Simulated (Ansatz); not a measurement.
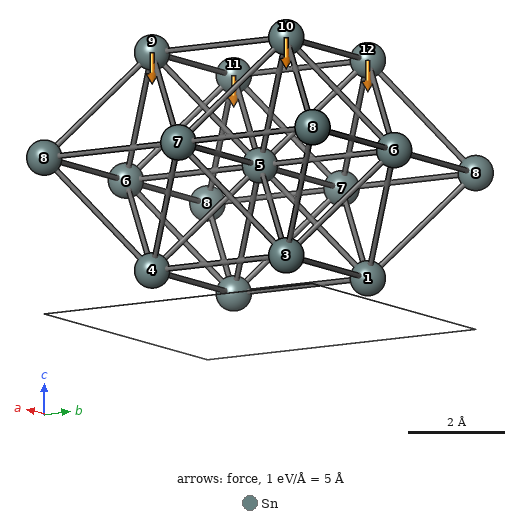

Starting geometry of a slab of composition Sn (cut from the I4/mmm phase) with the computed forces as orange arrows. A ball-and-stick model of the cell of the calculation, outlined in the plane, without the vacuum, seen from a free direction.

Case: clean slab, lower planes held. The slab is the (1 1 0) face of Sn. 4 atoms are held fixed.

The calculation used Ansatz, DFT PBE+D3(BJ), scalar-relativistic, plane waves, PAW.

Input file:
```yaml
crystal:
  lattice:
    - [6.836300296, 0.0, 0.0]
    - [0.630772772, 6.8071379777, 0.0]
    - [0.0, 0.0, 20.6055862628]
  atoms:
    - { symbol: Sn, position: [0.25, 0.75, 0.3882442313] }
    - { symbol: Sn, position: [0.25, 0.25, 0.3882442313] }
    - { symbol: Sn, position: [0.75, 0.75, 0.3882442313] }
    - { symbol: Sn, position: [0.75, 0.25, 0.3882442313] }
    - { symbol: Sn, position: [0.5, 0.5, 0.5] }
    - { symbol: Sn, position: [0.5, 0.0, 0.5] }
    - { symbol: Sn, position: [0.0, 0.5, 0.5] }
    - { symbol: Sn, position: [0.0, 0.0, 0.5] }
    - { symbol: Sn, position: [0.75, 0.25, 0.6117557687] }
    - { symbol: Sn, position: [0.75, 0.75, 0.6117557687] }
    - { symbol: Sn, position: [0.25, 0.25, 0.6117557687] }
    - { symbol: Sn, position: [0.25, 0.75, 0.6117557687] }
basis:
  ecutwfc: 420
kpoints:
  mp_grid: { grid: [3, 3, 1] }
hamiltonian:
  xc: pbe
  dispersion: d3bj
scf:
  occupations: { method: gaussian, width: 0.1 }
output:
  forces: true
  eigenvalues: true
  write_density: true
  write_potential: true
  elf: true
  volumetric_format: npy
relax:
  adjacent_minimum: "off"
  f_tol: 0.03
  max_steps: 70
  constraints: [{ sites: [0, 1, 2, 3] }]
efield:
  axis: 3
  dipole_correction: true
  ramp_width: 0.04
```

Run as
```bash
ansatz run input.yaml --threads 4 --pin off --max-ram 10240MiB --backend cpu --events-out ev --progress --plain --runs-dir out
```

**What follows when this structure is relaxed?**

It isn't relaxed: the largest force vector, on Sn atoms, is 0.14 eV/Å. The atoms end up moving mostly along the starting forces (cosine between the two patterns 0.90). After 3 accepted moves (4 points after the start) the energy has fallen by 0.112 eV per cell of the calculation. Largest force component: 0.14 eV/Å at the start, 0.0026 eV/Å at the end. The line search rejected the trial step at point 3 of the run. The largest moves, 0.33 Å, are those of Sn9, Sn10, Sn11 and Sn12. Sn9 goes along the normal (−c). The cell doesn't change. Near-neighbour distances that change, for instance: Sn1–Sn5 3.257 → 3.141 Å, Sn1–Sn6 3.418 → 3.308 Å.
